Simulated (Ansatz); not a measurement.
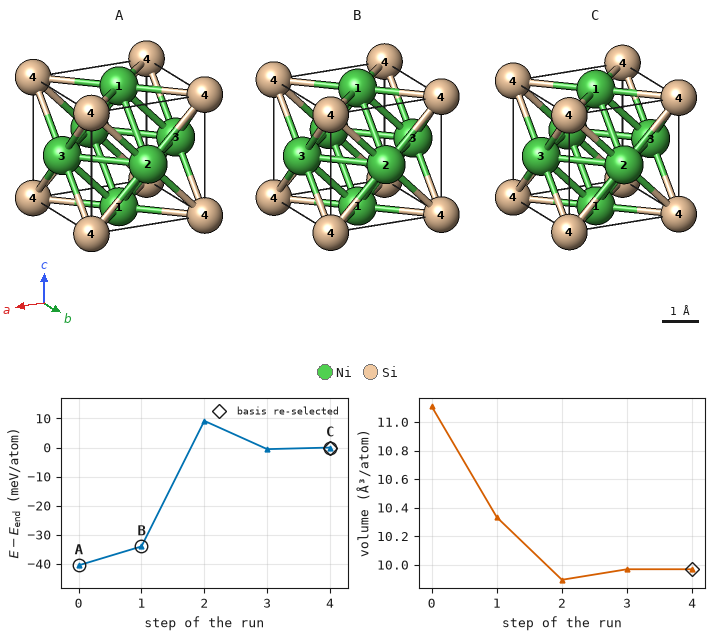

Frames of a relaxation of solid SiNi3 (set up in Pm-3m), marked on the history of the run. A ball-and-stick model of the cell of the calculation, seen from a free direction.

The run lets cell and atoms move.

All numbers below come from Ansatz, Kohn-Sham DFT of a periodic cell, PBE, Ansatz PAW.

Input file:
```yaml
crystal:
  lattice:
    - [3.542, 0.0, 0.0]
    - [0.0, 3.542, 0.0]
    - [0.0, 0.0, 3.542]
  atoms:
    - { symbol: Ni, position: [0.5, 0.5, 0.0], spin: 1.0 }
    - { symbol: Ni, position: [0.5, 0.0, 0.5], spin: 1.0 }
    - { symbol: Ni, position: [0.0, 0.5, 0.5], spin: 1.0 }
    - { symbol: Si, position: [0.0, 0.0, 0.0] }
hamiltonian:
  xc: pbe
  pseudopotentials: { kind: paw }
magnetization:
  spin_polarized: true
kpoints:
  mp_grid: { grid: [8, 8, 8] }
scf:
  occupations: { method: fermi_dirac, width: 0.05 }
output:
  forces: true
  stress: true
  eigenvalues: true
relax:
  f_tol: 0.01
  max_steps: 40
  cell: { stress_tol: 0.05, p_target: 20.0 }
```

Command:
```bash
ansatz run input.yaml --threads 2 --pin off --max-ram 5632MiB --backend cpu --events-out ev --progress --plain --runs-dir out
```

Question: What happens along the run?

Answer: No atom moves by more than 0.005 Å relative to the cell. Cell: a = b = c 3.542 → 3.416 Å (−3.5 %). Volume −10.3 %. Some distances before and after: Ni1–Ni2 2.505 → 2.416 Å, Ni1–Si4 2.505 → 2.416 Å. The space group stays Pm-3m (No. 221). Over 3 accepted moves (4 points after the start) the energy rises by 40.5 meV per atom. With the target pressure of 20 GPa, the enthalpy E + pV changes by −102 meV per atom. All forces vanish by symmetry, so only the cell relaxes. The pressure goes from −6.02 to 20.03 GPa. At 1 point the geometry stayed and the basis and grid were re-selected for the new cell (energy shift of 0.5 meV per atom at most each time). The program noted that the starting moments weren't kept. The run took 20 s on 2 threads of Arm Neoverse V2, with other jobs on the host, peak memory 0.39 GiB. From step 0 to 1: volume −7.0 %, energy +6.5 meV per atom. From step 1 to 4: volume −3.5 %, energy +34.0 meV per atom.

```
step  E − E(0), meV/atom  pressure, GPa  volume, Å³/atom                      note
   0                0.00          -6.02           11.109                          
   1                6.52           9.91           10.333                          
   2               49.69          22.28            9.895                          
   3               39.97          19.98            9.969                          
   4               40.52          20.03            9.969  same geometry, new basis
```

Limits of the set-up: only the magnetic order of this start and cell was tried (total moment 0.0 μB per cell).
